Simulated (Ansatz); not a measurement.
# Single-point calculation of Rb

- system: Rb (P6₃/mmc, 2 atoms in the cell)
- method: DFT PBEsol, scalar-relativistic, plane waves, PAW, no spin polarisation (Ansatz 0.2.0)

The structure was made by swapping elements on the sites of another compound; it need not be a known phase. It belongs to a series of runs on one base structure; here: Sr -> Rb on all its sites, cell and atoms relaxed.

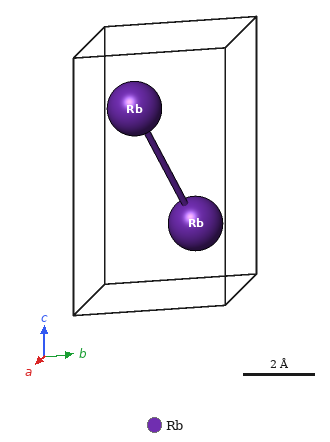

Figure 1. The structure as given in the input (ball-and-stick view of the cell of the calculation, seen slightly off an axis). An atom can appear more than once, as a periodic image. Near neighbours in the periodic cell (some may lie outside the picture): Rb has 12 Rb at 4.57 to 4.58 Å.

Results in brief:

| quantity | value |
| --- | --- |
| outcome | converged |
| space group (tolerance 0.01 Å) | P6₃/mmc (194) |
| electrons treated | 18 |
| free energy | −6433.8771 eV |
| Fermi energy | 3.274 eV |
| gap on the k-point mesh | none (metallic) |
| pressure | 1.15 GPa |
| largest force (length of the vector) | under 0.001 eV/Å |
| hardware | 1 thread of Arm Neoverse V2, 24 GiB of memory available, shared host |
| wall time | 2 s |
| peak memory | 0.33 GiB |

Input file:
```yaml
crystal:
  lattice:
    - [4.5717111908, 0.0, 0.0]
    - [-2.2858555954, 3.9592180299, 0.0]
    - [0.0, 0.0, 7.4970439967]
  atoms:
    - { symbol: Rb, position: [0.3333333333, 0.6666666667, 0.25] }
    - { symbol: Rb, position: [0.6666666667, 0.3333333333, 0.75] }
basis:
  ecutwfc: 420
kpoints:
  mp_grid: { grid: [6, 6, 4] }
hamiltonian:
  xc: pbesol
scf:
  occupations: { method: gaussian, width: 0.1 }
output:
  forces: true
  stress: true
  eigenvalues: true
```

Launch command:
```bash
ansatz run input.yaml --threads 1 --pin off --max-ram 2560MiB --backend cpu --events-out ev --progress --plain --runs-dir out
```

The program's output:
```
Engine: ansatz 0.2.0, aarch64-unknown-linux-gnu
Pseudopotentials: kind: paw
Pseudopotential: Rb, paw, valence charge 9, recommended cutoff 420 eV (normal), Rb.paw.azcp
Functional definition: PBEsol
  exchange = pbesol_x
  correlation = pbesol_c
Crystal: 2 atoms, lattice volume = 135.700 Å³
Basis set: ecut = 420 eV, 2671 PW (Γ), exchange–correlation on 64×64×108 points (8 copies of the dense FFT grid, shifted against one another)
Bands: 13, of which v1, the nominal top of the filled ones, is band 9 counted from 1 (8 counted from 0)
Symmetry: 24 space group operations
Space group: P63/mmc (ITA 194), of the structure as read, at distance tolerance 5.1e-5 Å
k-points: 21 of 144
Non-local potential: Rb, projectors of the file, l = 0: 3, l = 1: 2, l = 2: 2
PAW form: soft (Blöchl's): semilocal exchange-correlation on the pseudo side does not see the compensation charge
PAW frozen core: Rb, regenerated for the run's functional, and the local potential with it (the file was generated under x = pbe(κ = 0.804, μ = 0.2195149727645171), c = pbe(β = 0.06672455060314922))
PAW one-centre angular grid: Rb, 110 points (default); XC on 64 Gauss nodes
Initial density: superposition of atomic densities (neutral atoms: chi_scale 0, normalization atom), corrected by the library's trained network
Initial wavefunctions: pseudopotential atomic-orbital guess
Functional: x = pbesol(κ = 0.804, μ = 0.12345679012345678), c = pbesol(β = 0.046)
SCF iter   1: F=—  HF=-6433.876412 eV  |F-HF|=—  |Δ(HF+E_count)|=         —  Δρ=8.12e-4  dr2=5.87e-4  ethr=1.77e-3  ⟨swp⟩=7.1  Hψ=1787  notcnv=0
preconditioner: auto → Resta (q_TF=auto, 1.948 Å⁻¹)  ε∞=4.4  [insulator: Δε(μ)=0.130 eV  Ē_g=2.452 eV  σ=0.100 eV  W_gap=0.61  n_scr=22 (ndim 8)  ℏωp=4.5 eV  f_vac=0.000  D(μ)=1.22/eV (n_scr^D=2)  ε∞_Penn≈4.4]
SCF iter   2: F=—  HF=-6433.876915 eV  |F-HF|=—  |Δ(HF+E_count)|=   5.03e-4  Δρ=3.89e-4  dr2=1.78e-4  ethr=3.26e-6  ⟨swp⟩=3.0  Hψ=715  notcnv=0
SCF iter   3: F=—  HF=-6433.877093 eV  |F-HF|=—  |Δ(HF+E_count)|=   1.78e-4  Δρ=7.90e-5  dr2=1.48e-5  ethr=9.89e-7  ⟨swp⟩=2.7  Hψ=461  notcnv=0
SCF iter   4: F=—  HF=-6433.877103 eV  |F-HF|=—  |Δ(HF+E_count)|=   1.03e-5  Δρ=1.96e-5  dr2=1.33e-6  ethr=8.22e-8  ⟨swp⟩=2.7  Hψ=419  notcnv=0
iter 5 did not close the SCF: its close was put off for the readings that it lacked (scf_convergence_deferred on its scf_iter line)
SCF iter   5: F=-6433.877104 eV  HF=-6433.877104 eV  |F-HF|=4.06e-8  |Δ(HF+E_count)|=   3.18e-7  Δρ=5.22e-6  dr2=8.15e-8  ethr=7.41e-9  ⟨swp⟩=1.2  Hψ=280  notcnv=0
SCF iter   6: F=-6433.877104 eV  HF=-6433.877104 eV  |F-HF|=6.47e-10  |Δ(HF+E_count)|=   4.70e-8  Δρ=1.39e-6  dr2=3.05e-9  ethr=4.53e-10  ⟨swp⟩=3.8  Hψ=1254  notcnv=0
SCF 1 converged in 6 iterations: F = -6433.877104 eV  dr2 = 3.05e-9
  greatest PAW one-centre occupation: 0.976 electrons in one spin orbital (limit 2), on the Rb atom at site 1 (counted from 0), in its partial waves of l = 0
```

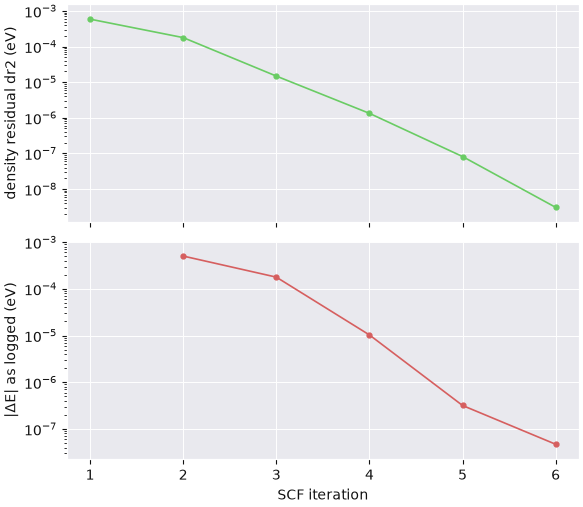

Figure 2. Convergence of the self-consistent field: density residual dr2 and size of the energy change against the SCF iteration. The residual falls at every step.

```
SCF converged after 6 iterations
Free energy (F): -6433.877104 eV
Harris-Foulkes:  -6433.877104 eV  (|F-HF|=6.47e-10)
Internal energy: -6433.871004 eV  (E = F + TS)
E sigma→0 (E₀):  -6433.874054 eV
Entropy (-TS):   -0.006100 eV (-3.050 meV/atom)
Fermi energy:    3.274095 eV
--- Per-component energies (eV) ---
  E_band       = -211.501490
  E_kinetic    = 382.982152
  E_local      = -1294.813562  (includes V_loc(G=0)·N_el)
  E_nonlocal   = 350.927050
  E_hartree    = 347.735518
  E_xc         = -256.364937
  E_vxc        = -269.710761  (∫ρ·V_xc dr)
  E_paw        = -5138.655247  (= ΣΔE_a)
  E_vpaw       = -76.357384  (= ΣTr[D̂ρ^β])
  E_aug_tail   = -0.000002  (compensation charges beyond the density's cutoff)
  E_ewald      = -825.929317
  E_core_change = 0.247341  (= ΣΔE_core)
  E_smearing   = -0.006100  (= −TS)
  E_closure    = 0.000000  (closes the sum)
  Σ components = -6433.877104   (vs F -6433.877104, Δ=0.00e0)
--- Forces (eV/Å), atoms counted from 1 ---
  atom   1  Rb     0.00000000     0.00000000     0.00000000
  atom   2  Rb     0.00000000    -0.00000000     0.00000000
  max |Σ_I F_I| component: 4.63e-18 eV/Å
--- Stress (GPa, compression-positive) ---
        1.252085       0.000000       0.000000
        0.000000       1.252085       0.000000
        0.000000       0.000000       0.945570
  P = ⅓ Tr σ = 1.1499 GPa (11.499 kbar)
--- Band table (eV; the first three rows and the last of 21) ---
  k-point 0: bands = ["-25.4528", "-25.4376", "-9.7020", "-9.4790", "-9.4790", "-9.4479", "-9.4468", "-9.4468", "0.8922", "3.3121", "4.1817", "6.9798", "6.9798"]
  k-point 1: bands = ["-25.4506", "-25.4399", "-9.6664", "-9.4868", "-9.4743", "-9.4743", "-9.4515", "-9.4515", "1.1209", "2.6386", "4.8086", "6.5978", "6.9406"]
  k-point 2: bands = ["-25.4452", "-25.4452", "-9.5783", "-9.5783", "-9.4629", "-9.4629", "-9.4629", "-9.4629", "1.7548", "1.7548", "5.7127", "5.7127", "7.0139"]
  k-point 20: bands = ["-25.4335", "-25.4335", "-9.6490", "-9.6490", "-9.5996", "-9.5996", "-9.4929", "-9.4929", "4.3539", "4.3539", "4.6597", "4.6597", "4.7842"]
```

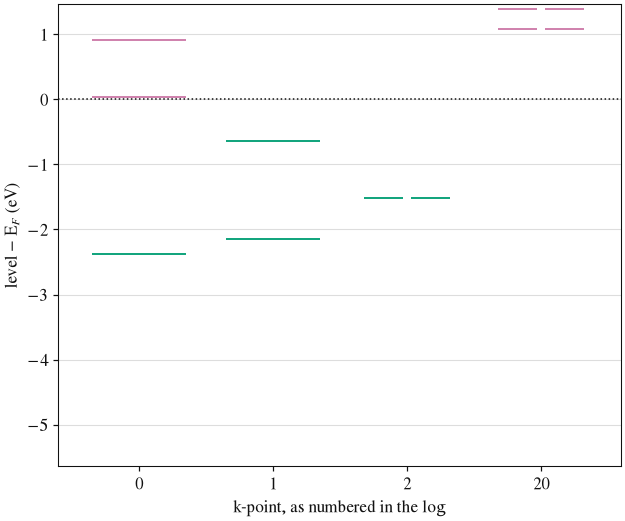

Figure 3. Kohn–Sham levels near the Fermi level (dotted) at the few k-points that the log prints; levels within 0.02 eV of each other stand side by side. The system is metallic on the full mesh.
